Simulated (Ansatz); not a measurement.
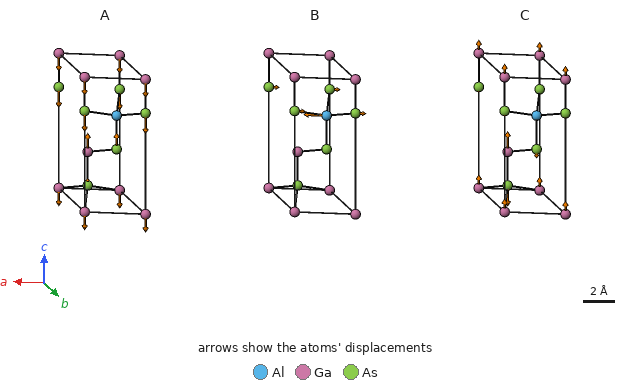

Three optical modes of a crystal of AlGa2As3 (a generated structure) at the zone centre, in no order (one member of each degenerate set). The orange arrows are the displacements of the atoms (eigenvector over the root of the mass), of arbitrary overall length and sign. Style: ball-and-stick. Shown: the cell of the calculation, from a free direction.

Computed with Ansatz, DFT PBE, scalar-relativistic, plane waves, PAW. Settings: plane-wave cutoff 420 eV; k-point mesh 12 × 12 × 4; occupations fixed; no spin polarisation.

Frequencies are those without the non-analytic (LO–TO) term.

### Order them from the lowest to the highest frequency (imaginary ones first).

A (153 cm⁻¹), C (251 cm⁻¹), B (341 cm⁻¹). A, A₁: The Al atoms hardly move; the As (1a) and Ga (1a) sublattices move against the Ga (1c) and As (1b) and As (1c) sublattices, along c; the kinetic energy is shared as As 54 %, Ga 46 %. C, A₁: The As (1c) and As (1b) and As (1a) and Al sublattices move against the Ga (1c) and Ga (1a) sublattices, along c; it stretches the shortest As–Ga bonds (2.48 Å); the kinetic energy is shared as Ga 52 %, As 48 %. B, E: The Ga (1a) and Ga (1c) and As (1c) and As (1b) atoms hardly move; the Al sublattice moves against the As (1a) sublattice, along a; it stretches the shortest Al–As bonds (2.48 Å); the kinetic energy is shared as Al 74 %, As 26 %.
